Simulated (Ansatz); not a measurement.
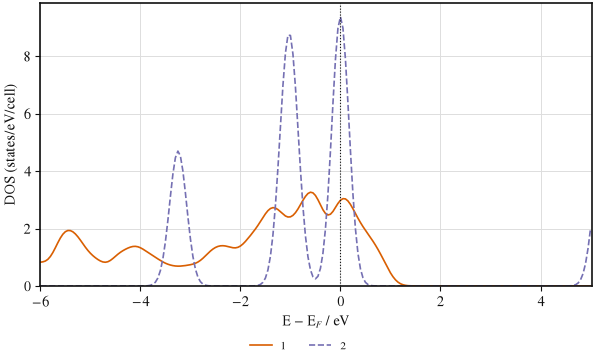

Densities of states of two runs on MgH₂N₂, space group C2/m (No. 12), 5 atoms in the cell, each from its own Fermi level, built from the levels of each run's k mesh with Gaussians 0.4 eV wide, which blur the band edges.

Base run: DFT with r2SCAN, PAW plane waves, no spin polarisation, 7×7×4 k mesh, 500 eV cutoff, Fermi-Dirac smearing of 0.067 eV (Ansatz).

The second run changes kpoints.mp_grid.grid from [7, 7, 4] to [1, 1, 1] and scf.max_iter from the default to 60.

Question: Which curve is the changed run?

Answer: Curve 2. Both runs have no gap on their mesh. The coarser mesh has fewer levels, so its curve breaks up into taller, sparser peaks. The free energy rises by 1598 meV an atom. The changed input is faulty (one k-point for a small cell), so its curve is no property of the material.

On the base run: The structure was built from a prototype or by substitution, so it need not be a known phase. The atoms aren't at rest in this cell (largest force 3.1 eV/Å), so the relaxed material can differ.
